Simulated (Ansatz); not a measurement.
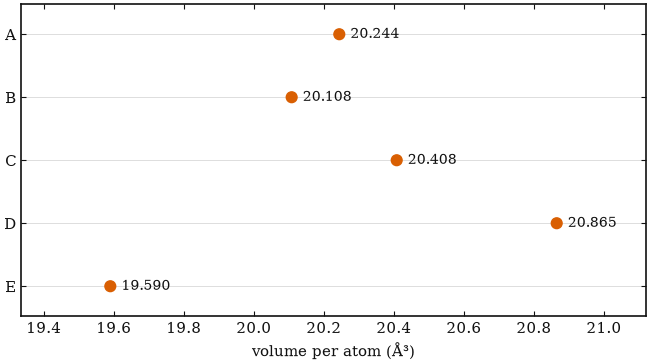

The picture above shows the volume per atom by functional for GaP. The labels are replaced by letters. In alphabetical order the cases are: HSE06; LDA; PBE; PBEsol; r2SCAN.

Calculation (Ansatz 0.2.0): relaxed lattice of one prototype by several density functionals, zero stress, symmetry kept, spin-unpolarised plane waves.

- prototype: zincblende
- atoms in cell: 2
- periodic directions: 3

Which letter stands for which functional?

Answer. A: r2SCAN (20.2 Å³); B: PBEsol (20.1 Å³); C: HSE06 (20.4 Å³); D: PBE (20.9 Å³); E: LDA (19.6 Å³).
